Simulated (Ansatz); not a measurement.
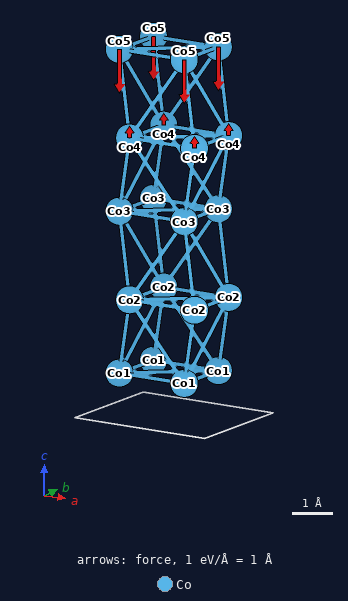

Starting geometry of a slab of composition Co with the computed forces as red arrows. The picture is a ball-and-stick view of the 2 × 2 repeat of the cell, outlined in the plane, without the vacuum, seen slightly off an axis.

The slab is the (0 0 1) face of Co. The run lets the atoms move in a fixed cell, from this start: the (0 0 1) slab of Co, cut from the database cell, not relaxed. 2 atoms are held fixed.

The calculation used Ansatz, Kohn-Sham DFT of a periodic cell, LDA, Ansatz PAW.

The input:
```yaml
crystal:
  lattice:
    - [2.5190008694, 0.0, 0.0]
    - [-1.2595004347, 2.1815187451, 0.0]
    - [0.0, 0.0, 23.182]
  atoms:
    - { symbol: Co, position: [0.3333333333, 0.6666666666, 0.3235268743], spin: 2.0 }
    - { symbol: Co, position: [0.6666666667, 0.3333333334, 0.4117634371], spin: 2.0 }
    - { symbol: Co, position: [0.3333333333, 0.6666666666, 0.5], spin: 2.0 }
    - { symbol: Co, position: [0.6666666667, 0.3333333334, 0.5882365629], spin: 2.0 }
    - { symbol: Co, position: [0.3333333333, 0.6666666666, 0.6764731257], spin: 2.0 }
hamiltonian:
  xc: lda
  pseudopotentials: { kind: paw }
magnetization:
  spin_polarized: true
kpoints:
  mp_grid: { grid: [12, 12, 1] }
scf:
  occupations: { method: fermi_dirac, width: 0.05 }
output:
  forces: true
  eigenvalues: true
relax:
  f_tol: 0.02
  max_steps: 40
  constraints: [{ sites: [0, 1] }]
efield:
  axis: 3
  dipole_correction: true
  ramp_width: 0.04
```

Command:
```bash
ansatz run input.yaml --threads 4 --pin off --max-ram 11264MiB --backend cpu --events-out ev --progress --plain --runs-dir out
```

> Is this structure relaxed? If not, where do the atoms go?

It isn't relaxed: the largest force vector, on Co5, is 1.13 eV/Å. The final displacements follow the starting forces only in part (cosine between the two patterns 0.68). The largest move is that of Co5, 0.44 Å along the normal (−c). The lattice vectors keep their values. Near-neighbour distances that change, for instance: Co4–Co5 2.510 → 2.358 Å, Co2–Co3 2.510 → 2.398 Å, Co3–Co4 2.510 → 2.421 Å. Over 3 accepted moves (4 points after the start) the energy falls by 0.232 eV per cell of the calculation. The largest force component goes from 1.1 to 0.011 eV/Å. 1 step only repeated the SCF at the same geometry.

Limits of the set-up: only the magnetic order of this start and cell was tried (total moment 8.3 μB per cell).
